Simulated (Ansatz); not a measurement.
## Two runs on Al2Cu

System: Al2Cu (3 atoms in the cell).
Method of the first run: DFT LDA, scalar-relativistic, plane waves, PAW, no spin polarisation (Ansatz 0.2.0).

The structure derives from a Materials Project entry. Text and figures count atoms from 1; the logs count them from 0 in places.

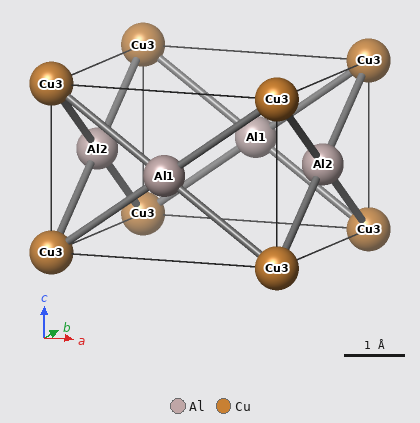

Fig. 1: The structure (ball-and-stick view of the cell of the calculation, seen slightly off an axis; atoms are numbered from 1 in the order of the input). An atom can appear more than once, as a periodic image. Near neighbours in the periodic cell (some may lie outside the picture): Al has 4 Cu at 2.51 Å; Cu has 8 Al at 2.51 Å.

**Input file, the first run**
```yaml
crystal:
  lattice:
    - [4.105182, 0.0, 0.0]
    - [0.0, 4.105182, 0.0]
    - [0.0, 0.0, 2.891313]
  atoms:
    - { symbol: Al, position: [0.5, 0.0, 0.5] }
    - { symbol: Al, position: [0.0, 0.5, 0.5] }
    - { symbol: Cu, position: [0.0, 0.0, 0.0] }
basis:
  ecutwfc: 420
kpoints:
  mp_grid: { grid: [10, 10, 14] }
hamiltonian:
  xc: lda
scf:
  occupations: { method: gaussian, width: 0.1 }
output:
  forces: true
  stress: true
  eigenvalues: true
```

Launched with:
```bash
ansatz run input.yaml --threads 1 --pin off --max-ram 2560MiB --backend cpu --events-out ev --progress --plain --runs-dir out
```

Hardware: 1 thread of Intel Xeon @ 2.50GHz (Skylake/Cascade Lake), 189 GiB of memory available, shared host.

**Output, shortened to warnings, some set-up lines, iterations and results (the first run)**
```
Basis set: ecut = 420 eV, 945 PW (Γ)
Symmetry: 16 space group operations
k-points: 168 of 1400
Initial density: superposition of atomic densities (neutral atoms: chi_scale 0, normalization atom), corrected by the library's trained network
[...]
SCF iter   1: F=—  HF=-7581.593148 eV  |F-HF|=—  |Δ(HF+E_count)|=         —  Δρ=1.21e-2  dr2=3.32e-2  ethr=1.77e-3  ⟨swp⟩=5.2  Hψ=14565  notcnv=0
SCF iter   2: F=—  HF=-7581.586076 eV  |F-HF|=—  |Δ(HF+E_count)|=   7.07e-3  Δρ=2.18e-3  dr2=2.58e-3  ethr=1.33e-4  ⟨swp⟩=2.0  Hψ=5938  notcnv=0  defer=29
SCF iter   3: F=—  HF=-7581.585506 eV  |F-HF|=—  |Δ(HF+E_count)|=   5.70e-4  Δρ=1.75e-3  dr2=1.09e-3  ethr=1.03e-5  ⟨swp⟩=2.2  Hψ=3673  notcnv=0  defer=29
SCF iter   4: F=—  HF=-7581.585211 eV  |F-HF|=—  |Δ(HF+E_count)|=   2.95e-4  Δρ=3.41e-4  dr2=7.39e-5  ethr=4.37e-6  ⟨swp⟩=1.1  Hψ=2818  notcnv=0  defer=29
SCF iter   5: F=—  HF=-7581.585186 eV  |F-HF|=—  |Δ(HF+E_count)|=   2.47e-5  Δρ=4.19e-5  dr2=1.79e-6  ethr=2.96e-7  ⟨swp⟩=2.1  Hψ=3818  notcnv=0  defer=29
SCF iter   6: F=—  HF=-7581.585186 eV  |F-HF|=—  |Δ(HF+E_count)|=   1.58e-7  Δρ=2.45e-5  dr2=4.45e-7  ethr=7.14e-9  ⟨swp⟩=2.2  Hψ=4119  notcnv=0  defer=29
SCF iter   7: F=-7581.585186 eV  HF=-7581.585186 eV  |F-HF|=2.13e-9  |Δ(HF+E_count)|=   4.80e-8  Δρ=5.13e-6  dr2=1.60e-8  ethr=4.00e-10  ⟨swp⟩=3.8  Hψ=11012  notcnv=0
SCF 1 converged in 7 iterations: F = -7581.585186 eV  dr2 = 1.60e-8
SCF converged after 7 iterations
Free energy (F): -7581.585186 eV
Harris-Foulkes:  -7581.585186 eV  (|F-HF|=2.13e-9)
Internal energy: -7581.580717 eV  (E = F + TS)
E sigma→0 (E₀):  -7581.582951 eV
Entropy (-TS):   -0.004469 eV (-1.490 meV/atom)
Fermi energy:    9.055848 eV
--- Per-component energies (eV) ---
  E_band       = -500.607037
  E_kinetic    = 345.907285
  E_local      = -6185.272317  (includes V_loc(G=0)·N_el)
  E_nonlocal   = 410.972408
  E_hartree    = 2777.675045
  E_xc         = -168.191244
  E_vxc        = -174.761570  (∫ρ·V_xc dr)
  E_paw        = -2475.752967  (= ΣΔE_a)
  E_vpaw       = -452.797291  (= ΣTr[D̂ρ^β])
  E_aug_tail   = 0.000195  (compensation charges beyond the density's cutoff)
  E_ewald      = -2287.480215
  E_core_change = 0.561093  (= ΣΔE_core)
  E_smearing   = -0.004469  (= −TS)
  E_closure    = 0.000000  (closes the sum)
  Σ components = -7581.585186   (vs F -7581.585186, Δ=0.00e0)
--- Forces (eV/Å), atoms counted from 1 ---
  atom   1  Al     0.00000000     0.00000000     0.00000000
  atom   2  Al    -0.00000000     0.00000000     0.00000000
  atom   3  Cu     0.00000000     0.00000000     0.00000000
  max |Σ_I F_I| component: 3.67e-30 eV/Å
--- Stress (GPa, compression-positive) ---
       -4.808304       0.000000       0.000000
        0.000000      -4.808304       0.000000
        0.000000       0.000000      -5.742985
  P = ⅓ Tr σ = -5.1199 GPa (-51.199 kbar)
```

The input of the second run differs as follows (lines with − go, lines with + come):
```diff
-  mp_grid: { grid: [10, 10, 14] }
+  mp_grid: { grid: [6, 6, 8] }
-  xc: lda
+  xc: hse06
```

Predict how the results change.

The total energies belong to different methods, so their difference says nothing on which is more stable or more accurate. The pressure goes from −5.12 to −0.43 GPa. The functional changes from LDA to HSE06. The SCF takes 23 iterations against 7. The irreducible k-points go from 168 to 50. On the same kind of shared host the second run took about 15 times as long.

**Output, shortened to warnings, some set-up lines, iterations and results (the second run)**
```
Warning: output.stress: scf.convergence.dr2_threshold = 1e-7 eV (the SCF's general default) is looser than the 3e-10 eV advised for a printed stress (1e-10 eV for each atom of the cell: 3). What an SCF threshold leaves in a stress goes as its square root, and in the free energy as the threshold itself, and one threshold admits the most on a small cell: of the crystals measured, under no hybrid …
Warning: output.stress: scf.exx.energy_threshold = 1e-6 eV is looser than the 3e-8 eV advised for a stress under a hybrid functional (1e-8 eV for each atom of the cell: 3). Every SCF of the exchange loop can meet its threshold on dr2 while the loop round them stops early: no threshold on dr2 bounds what that leaves in the stress. Set scf.exx.energy_threshold to 3e-8 eV or tighter. The threshold …
Basis set: ecut = 420 eV, 945 PW (Γ), exchange–correlation on 60×60×40 points (8 copies of the dense FFT grid, shifted against one another)
Symmetry: 16 space group operations
k-points: 50 of 288
Initial density: superposition of atomic densities (neutral atoms: chi_scale 0, normalization atom), corrected by the library's trained network
[...]
SCF iter   1: F=—  HF=-7700.257901 eV  |F-HF|=—  |Δ(HF+E_count)|=         —  Δρ=5.44e-3  dr2=1.32e-2  ethr=1.77e-3  ⟨swp⟩=9.7  Hψ=4310  notcnv=1
SCF iter   2: F=—  HF=-7700.256948 eV  |F-HF|=—  |Δ(HF+E_count)|=   9.53e-4  Δρ=1.25e-3  dr2=1.74e-3  ethr=5.29e-5  ⟨swp⟩=3.6  Hψ=1924  notcnv=0  defer=5
SCF iter   3: F=—  HF=-7700.256631 eV  |F-HF|=—  |Δ(HF+E_count)|=   3.18e-4  Δρ=9.59e-4  dr2=9.15e-4  ethr=6.95e-6  ⟨swp⟩=3.4  Hψ=1678  notcnv=0  defer=1
SCF iter   4: F=—  HF=-7700.256486 eV  |F-HF|=—  |Δ(HF+E_count)|=   1.44e-4  Δρ=2.15e-4  dr2=5.61e-5  ethr=2.53e-7  ⟨swp⟩=3.8  Hψ=3291  notcnv=0  defer=1
SCF iter   5: F=—  HF=-7700.256486 eV  |F-HF|=—  |Δ(HF+E_count)|=   8.20e-7  Δρ=1.48e-4  dr2=9.73e-6  ethr=2.24e-7  ⟨swp⟩=2.9  Hψ=1588  notcnv=0  defer=1
[... 16 lines ...]
SCF iter   2: F=—  HF=-7699.916246 eV  |F-HF|=—  |Δ(HF+E_count)|=   6.56e-7  Δρ=2.04e-5  dr2=2.94e-7  ethr=1.17e-8  ⟨swp⟩=4.0  Hψ=2337  notcnv=0
SCF iter   3: F=—  HF=-7699.916247 eV  |F-HF|=—  |Δ(HF+E_count)|=   1.04e-6  Δρ=4.86e-5  dr2=6.80e-7  ethr=5.19e-10  ⟨swp⟩=4.5  Hψ=2837  notcnv=0  defer=5
SCF iter   4: F=—  HF=-7699.916247 eV  |F-HF|=—  |Δ(HF+E_count)|=   1.85e-7  Δρ=9.92e-6  dr2=3.63e-8  ethr=5.19e-10  ⟨swp⟩=4.0  Hψ=2231  notcnv=0  defer=1
SCF iter   5: F=-7699.916247 eV  HF=-7699.916247 eV  |F-HF|=1.23e-10  |Δ(HF+E_count)|=   1.05e-8  Δρ=5.31e-7  dr2=4.26e-9  ethr=1.19e-10  ⟨swp⟩=3.3  Hψ=1861  notcnv=0  defer=1
SCF 3 converged in 5 iterations: F = -7699.916247 eV  dr2 = 4.26e-9
  Residual-converged pass: ⟨swp⟩=3.0  Hψ=1812  notcnv=0  max |occ|·‖R‖ = 2.4e-6 eV (tolerance 2.4e-6 eV)  dr2=4.23e-9  dr2_onsite=1.43e-10  max |Δocc| = 7.3e-11
hybrid outer 2: dexx = +1.007e-6 eV, tail = 4.20e-8 eV, Δε = 4.09e-3 eV (about 1.31e-4 eV left of the loop's levels)
hybrid SCF converged: 2 outer / 13 inner (+10 warm-up), last move |dexx| = 1.01e-6 eV, tail = 4.20e-8 eV
Stability not checked: this state was not tested for a lower state beside it, because the functional holds exact exchange (a hybrid, or Hartree-Fock), whose exchange loop this test does not read (fock_operator; see scf.lower_state_search)
Free energy (F): -7699.916247 eV
Frozen-core exchange: fock
Harris-Foulkes:  -7699.916247 eV  (|F-HF|=1.23e-10)
Internal energy: -7699.911225 eV  (E = F + TS)
E sigma→0 (E₀):  -7699.913736 eV
Entropy (-TS):   -0.005022 eV (-1.674 meV/atom)
Fermi energy:    9.416969 eV
--- Per-component energies (eV) ---
  E_band       = -556.638384
  E_kinetic    = 345.835277
  E_local      = -6204.040721  (includes V_loc(G=0)·N_el)
  E_nonlocal   = 414.774780
  E_hartree    = 2801.469419
  E_xc         = -137.077046
  E_vxc        = -139.703270  (∫ρ·V_xc dr)
  E_exx        = -115.433039  (= α·E_x^exact, valence–valence)
  E_paw        = -2517.644983  (= ΣΔE_a)
  E_vpaw       = -345.577691  (= ΣTr[D̂ρ^β])
  E_aug_tail   = 0.000260  (compensation charges beyond the density's cutoff)
  E_ewald      = -2287.480215
  E_core_change = -0.314962  (= ΣΔE_core)
  E_smearing   = -0.005022  (= −TS)
  E_closure    = 0.000006  (closes the sum)
  Σ components = -7699.916247   (vs F -7699.916247, Δ=0.00e0)
--- Forces (eV/Å), atoms counted from 1 ---
  atom   1  Al     0.00000000     0.00000000     0.00000000
  atom   2  Al    -0.00000000     0.00000000     0.00000000
  atom   3  Cu     0.00000000     0.00000000     0.00000000
  max |Σ_I F_I| component: 2.44e-30 eV/Å
--- Stress (GPa, compression-positive) ---
        0.997329       0.000000       0.000000
        0.000000       0.997329       0.000000
        0.000000       0.000000      -3.289361
  P = ⅓ Tr σ = -0.4316 GPa (-4.316 kbar)
```

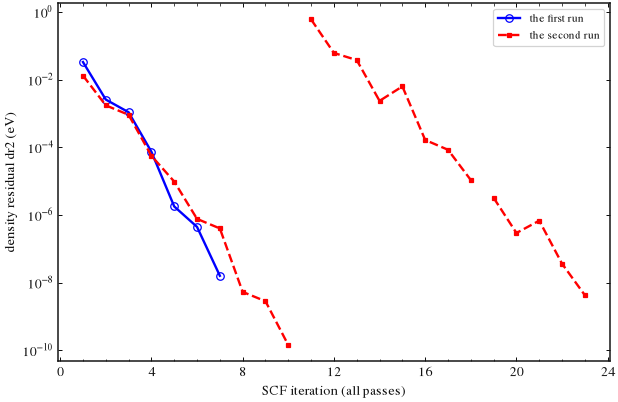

Fig. 2: Convergence of the two runs: density residual dr2 against the SCF iteration. A break in a curve parts two SCF passes. The first run takes 7 iterations in all, and the second run takes 23.

**The two runs side by side**

| quantity | the first run | the second run |
| --- | --- | --- |
| outcome | converged | converged |
| free energy per atom (eV) | −2527.1951 | −2566.6387 |
| energy per atom, smearing taken to zero (eV) | −2527.1943 | −2566.6379 |
| gap on the mesh (eV) | 0.00 | 0.00 |
| pressure (GPa) | −5.12 | −0.43 |
| largest force (eV/Å) | 0.000 | 0.000 |
| SCF iterations | 7 | 23 |
| irreducible k-points | 168 | 50 |
| plane waves at Γ | 945 | 945 |
| wall time (shared host) | 17 s | 4.3 min |

For the first run: The cell is under a tension of 5.1 GPa at this level, so it is not at its equilibrium volume. For the second run: Warnings: the exchange loop's threshold is looser than advised for the stress; the SCF threshold is looser than advised for the printed stress.
